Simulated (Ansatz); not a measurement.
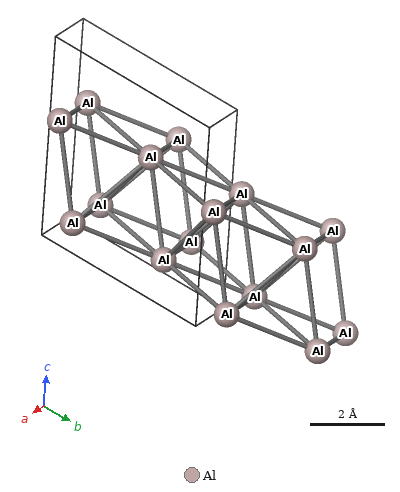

Figure 1. The structure (ball-and-stick view of the cell of the calculation, repeated 2 × 2 × 1, seen slightly off an axis). An atom can appear more than once, as a periodic image.

# Single-point calculation of Al

System: Al (P6₃/mmc, 4 atoms in the cell).
Method: DFT PBEsol, scalar-relativistic, plane waves, PAW, no spin polarisation (Ansatz 0.2.0).

The structure derives from a Materials Project entry. It belongs to a series of runs on one base structure; here: the relaxed cell repeated 2 times.

**Input**
```yaml
crystal:
  lattice:
    - [-2.8500701807, 0.0, 0.0]
    - [1.0e-10, 4.9364663581, 0.0]
    - [1.4250350903, -2.4682331791, -4.6373162797]
  atoms:
    - { symbol: Al, position: [0.125, 0.7916666667, 0.25] }
    - { symbol: Al, position: [0.625, 0.2916666667, 0.25] }
    - { symbol: Al, position: [0.875, 0.2083333333, 0.75] }
    - { symbol: Al, position: [0.375, 0.7083333333, 0.75] }
basis:
  ecutwfc: 420
kpoints:
  mp_grid: { grid: [22, 22, 22] }
hamiltonian:
  xc: pbesol
scf:
  occupations: { method: gaussian, width: 0.15 }
output:
  forces: true
  stress: true
  eigenvalues: true
  write_density: true
  write_potential: true
  elf: true
  volumetric_format: npy
```

Hardware: 2 threads of AMD EPYC (Zen 3), 189 GiB of memory available, shared host.

Run as:
```bash
ansatz run input.yaml --threads 2 --pin off --max-ram 5120MiB --backend cpu --events-out ev --progress --plain --runs-dir out
```

**What the program printed**
```
Engine: ansatz 0.2.0, x86_64-unknown-linux-gnu
Pseudopotentials: kind: paw
Pseudopotential: Al, paw, valence charge 3, recommended cutoff 420 eV (normal), Al.paw.azcp
Functional definition: PBEsol
  exchange = pbesol_x
  correlation = pbesol_c
Crystal: 4 atoms, lattice volume = 65.244 Å³
Basis set: ecut = 420 eV, 1263 PW (Γ), exchange–correlation on 40×72×80 points (8 copies of the dense FFT grid, shifted against one another)
Bands: 10, of which v1, the nominal top of the filled ones, is band 6 counted from 1 (5 counted from 0)
Symmetry: 16 space group operations
Space group: P63/mmc (ITA 194), of the structure as read, at distance tolerance 4.0e-5 Å
k-points: 1530 of 10648
Non-local potential: Al, projectors of the file, l = 0: 2, l = 1: 2, l = 2: 1
PAW form: soft (Blöchl's): semilocal exchange-correlation on the pseudo side does not see the compensation charge
PAW frozen core: Al, regenerated for the run's functional, and the local potential with it (the file was generated under x = pbe(κ = 0.804, μ = 0.2195149727645171), c = pbe(β = 0.06672455060314922))
PAW one-centre angular grid: Al, 110 points (default); XC on 64 Gauss nodes
Initial density: superposition of atomic densities (neutral atoms: chi_scale 0, normalization atom), corrected by the library's trained network
Initial wavefunctions: pseudopotential atomic-orbital guess
Functional: x = pbesol(κ = 0.804, μ = 0.12345679012345678), c = pbesol(β = 0.046)
SCF iter   1: F=—  HF=-2098.070948 eV  |F-HF|=—  |Δ(HF+E_count)|=         —  Δρ=2.04e-3  dr2=3.21e-3  ethr=1.77e-3  ⟨swp⟩=6.6  Hψ=124025  notcnv=0
preconditioner: auto → none  [metal: Δε(μ)=0.004 eV  Ē_g=6.962 eV  σ=0.150 eV  W_gap=0.01  n_scr=6 (ndim 8)  ℏωp=15.9 eV  f_vac=0.000  D(μ)=1.60/eV (n_scr^D=6)  sad-step TF]
SCF iter   2: F=—  HF=-2098.070396 eV  |F-HF|=—  |Δ(HF+E_count)|=   5.53e-4  Δρ=1.21e-3  dr2=1.16e-3  ethr=2.68e-5  ⟨swp⟩=1.0  Hψ=27674  notcnv=0
SCF iter   3: F=—  HF=-2098.070025 eV  |F-HF|=—  |Δ(HF+E_count)|=   3.70e-4  Δρ=7.62e-5  dr2=4.69e-6  ethr=9.64e-6  ⟨swp⟩=2.0  Hψ=23484  notcnv=0
SCF iter   4: F=—  HF=-2098.069991 eV  |F-HF|=—  |Δ(HF+E_count)|=   3.47e-5  Δρ=1.05e-5  dr2=6.05e-8  ethr=3.91e-8  ⟨swp⟩=2.2  Hψ=24436  notcnv=0
iter 5 did not close the SCF: its close was put off for the readings that it lacked (scf_convergence_deferred on its scf_iter line)
SCF iter   5: F=-2098.069991 eV  HF=-2098.069991 eV  |F-HF|=4.42e-10  |Δ(HF+E_count)|=   5.09e-9  Δρ=1.58e-6  dr2=1.59e-9  ethr=5.04e-10  ⟨swp⟩=1.8  Hψ=20597  notcnv=0
SCF iter   6: F=-2098.069991 eV  HF=-2098.069991 eV  |F-HF|=2.73e-12  |Δ(HF+E_count)|=  3.35e-10  Δρ=1.17e-7  dr2=8.16e-12  ethr=1.33e-11  ⟨swp⟩=4.2  Hψ=74200  notcnv=0
the search or the solves at the SCF's close seem to have found levels that the self-consistency loop had missed (the run counts 1). By its estimate they hold under 1e-12 electrons; where the run keeps them, the occupations were computed again with them
SCF 1 converged in 6 iterations: F = -2098.069991 eV  dr2 = 8.16e-12
  greatest PAW one-centre occupation: 0.457 electrons in one spin orbital (limit 2), on the Al atom at site 3 (counted from 0), in its partial waves of l = 0
```

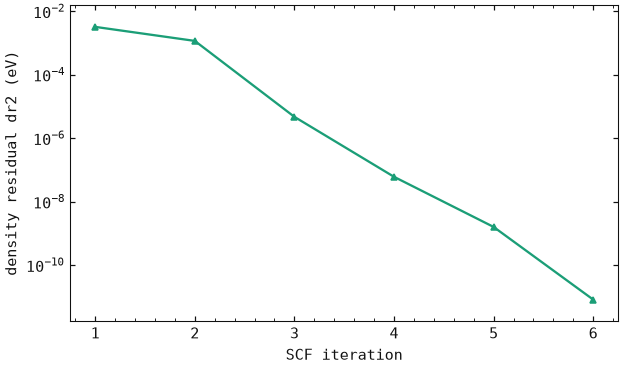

Figure 2. Convergence of the self-consistent field: density residual dr2 against the SCF iteration. The residual falls at every step.

```
SCF converged after 6 iterations
Free energy (F): -2098.069991 eV
Harris-Foulkes:  -2098.069991 eV  (|F-HF|=2.73e-12)
Internal energy: -2098.052001 eV  (E = F + TS)
E sigma→0 (E₀):  -2098.060996 eV
Entropy (-TS):   -0.017989 eV (-4.497 meV/atom)
Fermi energy:    7.998677 eV
--- Per-component energies (eV) ---
  E_band       = 42.742635
  E_kinetic    = 91.876000
  E_local      = 39.735849  (includes V_loc(G=0)·N_el)
  E_nonlocal   = 41.817492
  E_hartree    = 0.394970
  E_xc         = -157.898574
  E_vxc        = -116.973830  (∫ρ·V_xc dr)
  E_paw        = -1818.875113  (= ΣΔE_a)
  E_vpaw       = -14.502807  (= ΣTr[D̂ρ^β])
  E_aug_tail   = -0.000010  (compensation charges beyond the density's cutoff)
  E_ewald      = -295.179171
  E_core_change = 0.076556  (= ΣΔE_core)
  E_smearing   = -0.017989  (= −TS)
  E_closure    = 0.000000  (closes the sum)
  Σ components = -2098.069991   (vs F -2098.069991, Δ=0.00e0)
--- Forces (eV/Å), atoms counted from 1 ---
  atom   1  Al    -0.00000000    -0.00002277     0.00000000
  atom   2  Al    -0.00000000    -0.00002277     0.00000000
  atom   3  Al     0.00000000     0.00002277    -0.00000000
  atom   4  Al     0.00000000     0.00002277    -0.00000000
  max |Σ_I F_I| component: 3.47e-18 eV/Å
--- Stress (GPa, compression-positive) ---
       -0.283441      -0.000000      -0.000000
       -0.000000      -0.336518       0.000000
       -0.000000       0.000000       0.673563
  P = ⅓ Tr σ = 0.0179 GPa (0.179 kbar)
--- Band table (eV; the first three rows and the last of 1530) ---
  k-point 0: bands = ["-3.2006", "3.3929", "3.6527", "4.0464", "4.0464", "4.7637", "4.7637", "15.0548", "15.0548", "15.5820"]
  k-point 1: bands = ["-3.1864", "2.9237", "3.9028", "4.0066", "4.1470", "4.8329", "4.9302", "14.8011", "15.2997", "15.3328"]
  k-point 2: bands = ["-3.1437", "2.3703", "3.6950", "3.8368", "4.7748", "5.0843", "5.2137", "14.5717", "14.8077", "15.0818"]
  k-point 1529: bands = ["2.9752", "3.1218", "3.1511", "3.2930", "6.1792", "6.3315", "6.6035", "6.7655", "12.3237", "12.4903"]
```

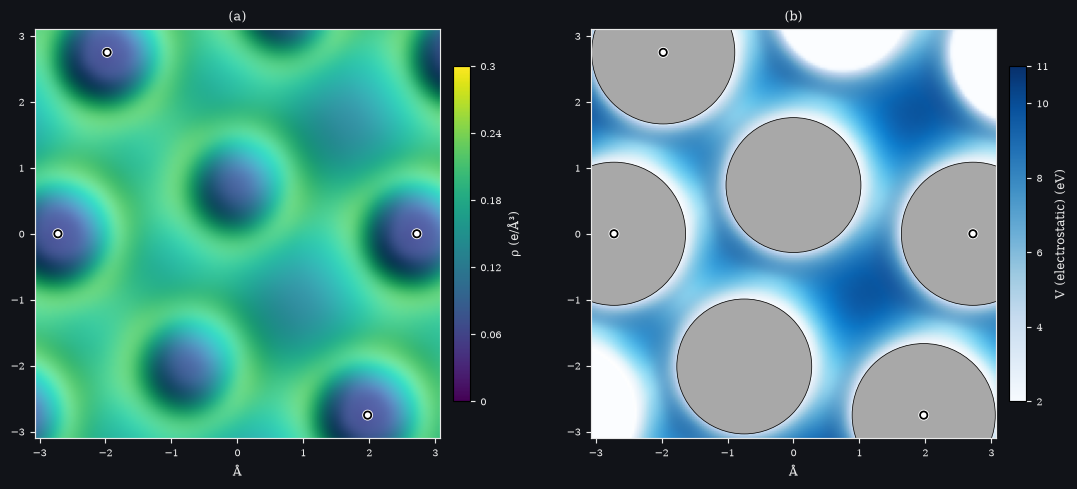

Figure 3. (a) valence electron density; (b) electrostatic potential energy of an electron on the (110) plane of the calculation cell. Circles mark the nuclei in the plane (Al). Grey discs, where drawn, cover atomic cores. Atoms in the plane: Al. Al–Al (2.85 Å): ρ is about 0.2 e/Å³ halfway. Away from the nuclei the density in this plane falls to 0.13 e/Å³ at its lowest. Outside the cores the potential energy rises away from the atoms and is highest about 1.8 Å from the nearest atoms; outside the discs it spans about 8 eV, and its zero is arbitrary. The fields are those of the smooth PAW valence density.

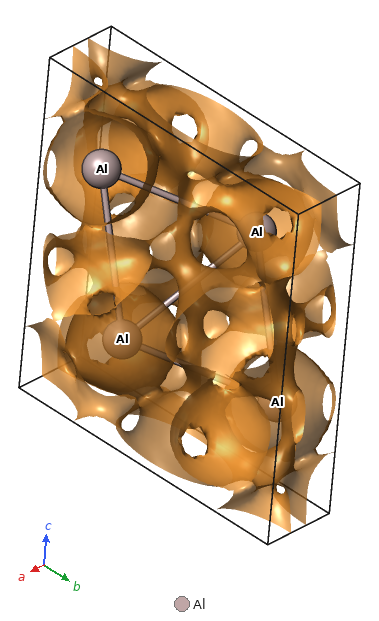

Figure 4. Isosurface of the electron localisation function at 0.55 (orange), seen slightly off an axis. Core shells and regions of very low density are left out. Sticks mark near contacts. The outline is the calculation cell. Along the contacts the grid gives the following. Al–Al (2.84 Å): the ELF peaks at about 0.65 between the atoms.

**Results in brief**

| quantity | value |
| --- | --- |
| outcome | converged |
| space group (tolerance 0.01 Å) | P6₃/mmc (194) |
| electrons treated | 12 |
| free energy | −2098.0700 eV |
| Fermi energy | 7.999 eV |
| gap on the k-point mesh | none (metallic) |
| pressure | 0.02 GPa |
| largest force (length of the vector) | under 0.001 eV/Å |
| wall time | 56 s (CPU time 1.8 min) |
| peak memory | 1.1 GiB |
